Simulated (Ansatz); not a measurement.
# InSe (R3m): spin-orbit coupling beyond the local functionals

Aim: the spin-orbit change of the gap of InSe (R3m).

Main program and level: Ansatz 0.2.0; density functionals with and without spin-orbit coupling, plane waves, PAW.

## (1) Set-up

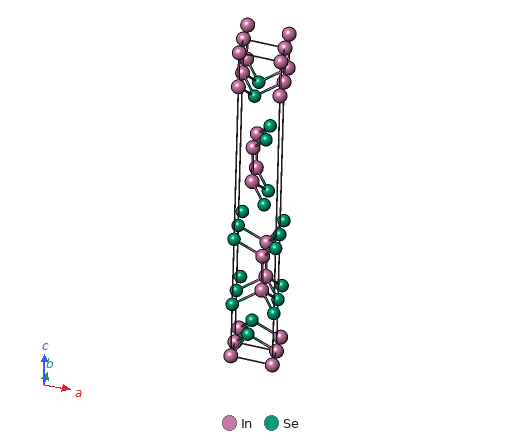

Start, viewed slightly off an axis; indium pink, selenium teal. 1×2×1 cells are drawn. This picture shows the conventional cell, with its axes. Bonds to atoms that aren't drawn are left out. Some periodic images of atoms are drawn too.

The cell and positions come from the Crystallography Open Database and are kept as given unless a step says otherwise. The default PAW set here is soft_2. Its files were made with PBE.

## (2) HSE06, 4×4×4 mesh

This step: DFT, HSE06, plane waves, PAW.

Contents of input.yaml:

```yaml
crystal:
  lattice:
    - [2.0, 1.1547005384, 8.3166666667]
    - [-2.0, 1.1547005384, 8.3166666667]
    - [0.0, -2.3094010768, 8.3166666667]
  atoms:
    - { symbol: In, position: [0.0, 0.0, 0.0] }
    - { symbol: In, position: [0.1122, 0.1122, 0.1122] }
    - { symbol: Se, position: [0.6155, 0.6155, 0.6155] }
    - { symbol: Se, position: [0.83, 0.83, 0.83] }
kpoints:
  mp_grid: { grid: [4, 4, 4] }
  band_path:
    path:
      - [0.0, 0.0, 0.0]
      - [-0.5, -0.5, -0.5]
      - [-0.5, -0.17951802, -0.82048198]
      - [-0.17951802, 0.17951802, -0.5]
      - [0.0, 0.0, -0.5]
      - [0.0, 0.33975901, -0.33975901]
      - [-0.33975901, 0.0, -0.66024099]
      - [-0.5, 0.0, -0.5]
    npoints: 1
hamiltonian:
  xc: hse06
scf:
  occupations: { method: fixed }
  n_extra_bands: 5
output:
  eigenvalues: true
```

Started as:

```bash
ansatz run input.yaml --threads 3 --pin off --max-ram 92160MiB --backend cuda --events-out ev --progress --plain --runs-dir out --devices 1 --max-vram 13GiB
```

Numbers of over 12 decimals in the logs are rounded to 6 here.

The log of the run:

```text
basis.fft_grid_basis auto: the FFT boxes are laid along the combinations [[1, 0, -1], [0, 1, -1], [0, 0, 1]] of the cell's own vectors, 4.000, 4.000 and 8.631 Å long. The dense box has 27×27×60 points. Along the cell's own vectors, as sized, it would have 60×60×60, 4.94 times as many. Of the 6 symmetry operations that the crystal satisfies within crystal.symmetry.tolerance (time reversal apart; of a slab, those that  [...]
scf.n_extra_bands = 5 over 29 filled bands (N_el = 58.0): the run solves 34 bands
GPUs: using 1 of 1 available (devices: 1).
Engine: ansatz 0.2.0, x86_64-unknown-linux-gnu
Pseudopotentials: kind: paw
Pseudopotential: In, paw, valence charge 13, recommended cutoff 420 eV (normal), In.paw.azcp
Pseudopotential: Se, paw, valence charge 16, recommended cutoff 420 eV (normal), Se.paw.azcp
Functional definition: HSE06
  parameter a = 0.25
  parameter omega = 0.11/bohr
  exchange = pbe_x - a*pbe_x_sr(omega) + a*exact_x_sr(omega)
  correlation = pbe_c
davidson cushion auto → on  (no smearing: the cushion is to keep the highest requested band from converging to the state above it; pin scf.eigensolver.cushion to override)
device memory: the entry about to start is reckoned to put 1.6 GiB on a device that reports 45.3 GiB free (of which the cap on the GPU budget leaves the run 13.0 GiB)
GPU FFT provider: cuFFT
GPU libraries: cuBLAS 13.8.2, cuFFT 12.4.0, cuSOLVER 12.3.4
Crystal: 4 atoms, lattice volume = 115.239 Å³
Basis set: ecut = 420 eV, 2283 PW (Γ), FFT grids on a1−a3, a2−a3, a3
Bands: 34, of which v1, the nominal top of the filled ones, is band 29 counted from 1 (28 counted from 0)
Symmetry: 6 space group operations
Space group: R3m (ITA 160), of the structure as read, at distance tolerance 4.9e-5 Å
k-points: 13 of 64 (time reversal used)
Non-local potential: In, projectors of the file, l = 0: 2, l = 1: 2, l = 2: 2, l = 3: 2
Non-local potential: Se, projectors of the file, l = 0: 2, l = 1: 2, l = 2: 3, l = 3: 1
PAW form: soft (Blöchl's): semilocal exchange-correlation on the pseudo side does not see the compensation charge
PAW frozen core: In, regenerated for the run's functional, and the local potential with it (the file was generated under x = pbe(κ = 0.804, μ = 0.219515), c = pbe(β = 0.066725))
PAW frozen core: Se, regenerated for the run's functional, and the local potential with it (the file was generated under x = pbe(κ = 0.804, μ = 0.219515), c = pbe(β = 0.066725))
PAW one-centre angular grid: In, 590 points (default); XC on 64 Gauss nodes
PAW one-centre angular grid: Se, 590 points (default); XC on 64 Gauss nodes
Initial density: superposition of atomic densities (neutral atoms: chi_scale 0, normalization atom), corrected by the library's trained network
Initial wavefunctions: pseudopotential atomic-orbital guess
GPU buffer pool allocated for 43740 grid points (all kernels)
[...]
Frozen-core exchange: fock
SCF iter   1: F=—  HF=-22146.846250 eV  |F-HF|=—  |Δ(HF+E_count)|=         —  Δρ=5.78e-5  dr2=6.87e-6  ethr=8.98e-7  ⟨swp⟩=2.8  Hψ=987  notcnv=0
preconditioner: auto → none  [insulator: Δε(μ)=1.128 eV  Ē_g=15.512 eV  n_scr=30 (ndim 8)  ℏωp=21.3 eV  f_vac=0.077]
iter 2 solved again at ethr=6.75e-10 eV; its pass at ethr=9.86e-9 eV (dr2=3.91e-7 eV) is discarded
SCF iter   2: F=—  HF=-22146.846251 eV  |F-HF|=—  |Δ(HF+E_count)|=   9.51e-7  Δρ=2.68e-5  dr2=5.02e-7  ethr=6.75e-10  ⟨swp⟩=2.0  Hψ=2591  notcnv=0
SCF iter   3: F=—  HF=-22146.846251 eV  |F-HF|=—  |Δ(HF+E_count)|=   6.92e-7  Δρ=1.30e-5  dr2=1.36e-7  ethr=6.75e-10  ⟨swp⟩=4.0  Hψ=1368  notcnv=0
SCF iter   4: F=-22146.846251 eV  HF=-22146.846251 eV  |F-HF|=3.52e-9  |Δ(HF+E_count)|=   2.35e-8  Δρ=2.77e-6  dr2=5.74e-9  ethr=2.05e-10  ⟨swp⟩=3.0  Hψ=1037  notcnv=0
SCF 3 converged in 4 iterations: F = -22146.846251 eV  dr2 = 5.74e-9
hybrid outer 2: dexx = +9.841e-7 eV, tail = 5.14e-8 eV, Δε = 1.54e-3 eV (about 6.53e-5 eV left of the loop's levels)
device memory: the entry about to start is reckoned to put 0.6 GiB on a device that reports 44.0 GiB free (of which the cap on the GPU budget leaves the run 13.0 GiB)
NSCF: frozen V_eff on 8 k-points
hybrid SCF converged: 2 outer / 12 inner (+4 warm-up), last move |dexx| = 9.84e-7 eV, tail = 5.14e-8 eV
Stability not checked: this state was not tested for a lower state beside it, because the functional holds exact exchange (a hybrid, or Hartree-Fock), whose exchange loop this test does not read (fock_operator; see scf.lower_state_search)
Free energy (F): -22146.846251 eV
Frozen-core exchange: fock
Harris-Foulkes:  -22146.846251 eV  (|F-HF|=3.52e-9)
Internal energy: -22146.846251 eV  (E = F + TS)
E sigma→0 (E₀):  -22146.846251 eV
Fermi energy:    7.110872 eV
--- Per-component energies (eV) ---
  E_band       = -1045.937347
  E_kinetic    = 722.452406
  E_local      = -7842.985693  (includes V_loc(G=0)·N_el)
  E_nonlocal   = -457.821721
  E_hartree    = 3622.463355
  E_xc         = -508.923367
  E_vxc        = -315.575315  (∫ρ·V_xc dr)
  E_exx        = -201.254246  (= α·E_x^exact, valence–valence)
  E_paw        = -12071.219026  (= ΣΔE_a)
  E_vpaw       = 5.576848  (= ΣTr[D̂ρ^β])
  E_aug_tail   = -0.001155  (compensation charges beyond the density's cutoff)
  E_ewald      = -5408.437302
  E_core_change = -1.119502  (= ΣΔE_core)
  E_smearing   = -0.000000  (= −TS)
  E_closure    = 0.000000  (closes the sum)
  Σ components = -22146.846251   (vs F -22146.846251, Δ=0.00e0)
--- Band table (eV; the first three rows and the last of 13) ---
  k-point 0: bands = [... 25 lower, 5.5915, 5.5915, 5.7322, 5.7322, 9.6143, 9.9575, 12.2841, 12.2841, ... 1 higher]
  k-point 1: bands = [... 25 lower, 4.8948, 4.9458, 5.1510, 5.9652, 9.7572, 10.0498, 11.8735, 12.1754, ... 1 higher]
  k-point 2: bands = [... 25 lower, 4.4247, 4.4540, 4.6320, 5.2777, 8.8218, 9.8311, 11.4823, 11.8395, ... 1 higher]
  k-point 12: bands = [... 25 lower, 5.5162, 5.8157, 5.8157, 7.1109, 8.2397, 10.0496, 12.1769, 12.1769, ... 1 higher]
```

Elapsed: 30 s, on 1 × NVIDIA H100 80GB HBM3 (shared by 6 runs) with 3 threads of AMD EPYC 7R13 (Zen 3), shared host; peak memory 1.6 GiB; 50 s of CPU time.

Numbers from this step:

| Item | Value |
| --- | --- |
| gap | 1.129 eV |
| valence top at | T |
| conduction bottom at | T |
| least direct gap | 1.129 eV |
| exact-exchange fraction | 0.25 |

The gap is direct, at (-0.500, -0.500, -0.500).

## (3) HSE06+SOC, 4×4×4 mesh

The many-body steps leave out spin-orbit coupling, so its effect is taken from a two-component run, with twice the bands.

This step: DFT, HSE06 with spin-orbit coupling, plane waves, PAW.

Edit input.yaml of step 2 so:

```diff
@@ -26,4 +26,7 @@
 scf:
-  occupations: { method: fixed }
-  n_extra_bands: 5
+  occupations: { method: fermi_dirac, width: 0.02 }
+  n_extra_bands: 10
+magnetization:
+  noncollinear: true
+  spin_orbit: true
 output:
```

The log of the run:

```text
[...]
GPUs: using 1 of 1 available (devices: 1).
[...]
non-collinear run that drives no moment, with spin-orbit: no starting moment large enough to seed its density (crystal.atoms[].spin), no starting occupations that ask for one, no magnetisation constraint and no magnetic field, so the semilocal B_xc is pinned to zero
[...]
GPU FFT provider: cuFFT
GPU libraries: cuBLAS 13.8.2, cuFFT 12.4.0, cuSOLVER 12.3.4
Crystal: 4 atoms, lattice volume = 115.239 Å³
Basis set: ecut = 420 eV, 2283 PW (Γ), FFT grids on a1−a3, a2−a3, a3
Bands: 68, of which v1, the nominal top of the filled ones, is band 58 counted from 1 (57 counted from 0)
Symmetry: 6 space group operations + 6 with time reversal
[...]
k-points: 13 of 64 (time reversal used)
Projection manifold: j_resolved (fully-relativistic pseudo-atomic orbitals)
[...]
GPU buffer pool allocated for 43740 grid points (all kernels)
[...]
SCF iter   1: F=—  HF=-22142.451714 eV  |F-HF|=—  |Δ(HF+E_count)|=         —  Δρ=5.09e-2  dr2=1.44e1  dr2_m=0.00e0 (ungated)  ethr=1.00e-1  |M|=0.00e0 ∫|m|=0.00e0 μB  |m|>n=0.0e0 m-floor=0.0e0 τ_xc=0.0e0  β_m=0.30  ⟨swp⟩=4.2  Hψ=3065  notcnv=0
[...]
SCF iter  10: F=-22139.956768 eV  HF=-22139.956769 eV  |F-HF|=9.71e-7  |Δ(HF+E_count)|=   5.76e-6  Δρ=3.54e-5  dr2=1.02e-6  dr2_m=0.00e0 (ungated)  ethr=5.42e-8  |M|=0.00e0 ∫|m|=0.00e0 μB  |m|>n=0.0e0 m-floor=0.0e0 τ_xc=0.0e0  ⟨swp⟩=3.9  Hψ=1897  notcnv=0  defer=7
SCF 1 stopped early in 10 iterations: F = -22139.956768 eV  dr2 = 1.02e-6
[...]
GPU FFT provider: cuFFT
GPU libraries: cuBLAS 13.8.2, cuFFT 12.4.0, cuSOLVER 12.3.4
Projection manifold: j_resolved (fully-relativistic pseudo-atomic orbitals)
[...]
GPU buffer pool allocated for 43740 grid points (all kernels)
[...]
Frozen-core exchange: fock
SCF iter   1: F=—  HF=-22141.369288 eV  |F-HF|=—  |Δ(HF+E_count)|=         —  Δρ=5.27e-3  dr2=3.78e-2  dr2_m=0.00e0 (ungated)  ethr=1.76e-8  |M|=0.00e0 ∫|m|=0.00e0 μB  |m|>n=0.0e0 m-floor=0.0e0 τ_xc=0.0e0  β_m=0.30  ⟨swp⟩=12.6  Hψ=5745  notcnv=0
[...]
SCF iter   5: F=-22141.368640 eV  HF=-22141.368647 eV  |F-HF|=6.82e-6  |Δ(HF+E_count)|=   2.74e-4  Δρ=9.05e-5  dr2=1.26e-5  dr2_m=0.00e0 (ungated)  ethr=1.76e-8  |M|=0.00e0 ∫|m|=0.00e0 μB  |m|>n=0.0e0 m-floor=0.0e0 τ_xc=0.0e0  ⟨swp⟩=5.1  Hψ=3140  notcnv=0
SCF 2 stopped early in 5 iterations: F = -22141.368640 eV  dr2 = 1.26e-5
hybrid outer 1: dexx = +1.710e-2 eV, tail = 1.28e-4 eV
GPU FFT provider: cuFFT
GPU libraries: cuBLAS 13.8.2, cuFFT 12.4.0, cuSOLVER 12.3.4
Projection manifold: j_resolved (fully-relativistic pseudo-atomic orbitals)
GPU buffer pool allocated for 43740 grid points (all kernels)
[...]
Frozen-core exchange: fock
SCF iter   1: F=—  HF=-22141.368762 eV  |F-HF|=—  |Δ(HF+E_count)|=         —  Δρ=4.49e-5  dr2=1.38e-6  dr2_m=0.00e0 (ungated)  ethr=1.10e-6  |M|=0.00e0 ∫|m|=0.00e0 μB  |m|>n=0.0e0 m-floor=0.0e0 τ_xc=0.0e0  β_m=0.30  ⟨swp⟩=4.2  Hψ=1904  notcnv=0
[...]
SCF iter   4: F=-22141.368766 eV  HF=-22141.368766 eV  |F-HF|=3.83e-8  |Δ(HF+E_count)|=   1.04e-7  Δρ=5.95e-6  dr2=5.30e-8  dr2_m=0.00e0 (ungated)  ethr=7.21e-10  |M|=0.00e0 ∫|m|=0.00e0 μB  |m|>n=0.0e0 m-floor=0.0e0 τ_xc=0.0e0  ⟨swp⟩=3.8  Hψ=2152  notcnv=0
SCF 3 converged in 4 iterations: F = -22141.368766 eV  dr2 = 5.30e-8
[...]
NSCF: frozen V_eff on 8 k-points
[...]
Magnetization: |M| = 0.0000 μB,  M = (+0.0000, +0.0000, +0.0000) μB
Absolute magnetization: 0.0000 μB (∫|m|)
  site 0: m = (+0.0000, +0.0000, +0.0000) μB, |m| = 0.0000 μB  (R = 1.09 Å)
  site 1: m = (+0.0000, +0.0000, +0.0000) μB, |m| = 0.0000 μB  (R = 1.09 Å)
  site 2: m = (+0.0000, +0.0000, +0.0000) μB, |m| = 0.0000 μB  (R = 1.09 Å)
  site 3: m = (+0.0000, +0.0000, +0.0000) μB, |m| = 0.0000 μB  (R = 1.09 Å)
Free energy (F): -22141.368766 eV
Frozen-core exchange: fock
[...]
Internal energy: -22141.368766 eV  (E = F + TS)
E sigma→0 (E₀):  -22141.368766 eV
Fermi energy:    7.691673 eV
[...]
--- Band table (eV; the first three rows and the last of 13) ---
  k-point 0: bands = [... 54 lower, 5.7455, 5.7455, 5.8906, 5.8906, 9.6127, 9.6127, 9.9436, 9.9436, ... 6 higher]
  k-point 1: bands = [... 54 lower, 5.1754, 5.1845, 5.9722, 5.9844, 9.7470, 9.7549, 10.0474, 10.0478, ... 6 higher]
  k-point 2: bands = [... 54 lower, 4.6607, 4.6607, 5.2930, 5.2930, 8.8203, 8.8203, 9.8322, 9.8322, ... 6 higher]
  k-point 12: bands = [... 54 lower, 5.9738, 5.9738, 7.1420, 7.1420, 8.2414, 8.2414, 10.0381, 10.0381, ... 6 higher]
```

The job ended after 2.1 min (1 × NVIDIA H100 80GB HBM3 (shared by 6 runs) with 3 threads; peak memory 2.3 GiB).

This step gave:

```
gap                     : 1.099 eV
valence top at          : T
conduction bottom at    : T
least direct gap        : 1.099 eV
exact-exchange fraction : 0.25
```

The gap stands −0.03 eV against HSE06.

## (4) Together

Times are wall times on 1 × NVIDIA H100 80GB HBM3 (shared by 6 runs) with 3 threads of AMD EPYC 7R13 (Zen 3), shared host, good to a factor of about two.

| level | gap (eV) | with coupling (eV) | change (eV) | time | with coupling |
| --- | --- | --- | --- | --- | --- |
| HSE06 | 1.13 | 1.10 | −0.03 | 30 s | 2.1 min |

## (5) Results

```
HSE06     : 1.13 eV
HSE06+SOC : 1.10 eV
```

**Reading.** Spin-orbit coupling changes the gap by −0.03 eV and the least direct gap by −0.03 eV.

[Paths, hosts, dates, memory and timing lines, banners, echoed tables and standing remarks are left out of the program output.]

[Logs are printed without paths, hosts, clocks, repeated set-up lines and the standing remarks that a program may print on its own settings, such as how far it seeks lower states.]

[Runs of the session that timed out or met a known fault of the program may be left out.]

[Cells called generated may have been cut or substituted from an entry of the Crystallography Open Database or the Materials Project.]

[Hosts, paths, dates, database ids (printed as entryN), source tags and the programs' standing remarks are cut or masked in the printed files.]
